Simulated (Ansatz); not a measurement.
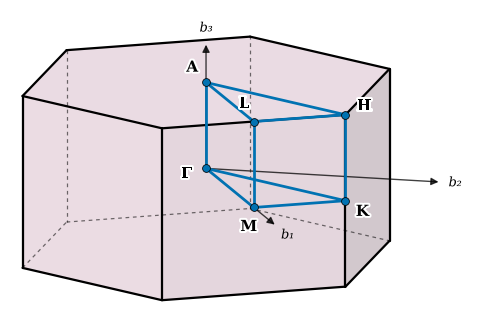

The figure shows the first Brillouin zone with its special points and a band path. Crystal: Ir, the end point of a relaxation with DFT PBE, scalar-relativistic, plane waves, PAW in Ansatz; the starting structure was generated, so it need not be a known form of this composition. The drawing is computed from the coordinates (standard cell, symmetry found to 0.002 Å).

Labels and path follow the convention of Hinuma et al. (2017), as computed by seekpath; the arrows show the directions of the reciprocal primitive vectors b₁, b₂, b₃.

What lattice type do the shape and the labels point to?

A primitive hexagonal lattice (hP; extended symbol hP2). The zone is a hexagonal prism in its combinatorial type: 8 faces (6 with 4 edges, 2 with 6 edges), 18 edges, 12 vertices.

In which order does the conventional band path visit the special points?

Γ–M–K–Γ–A–L–H–A | L–M | H–K
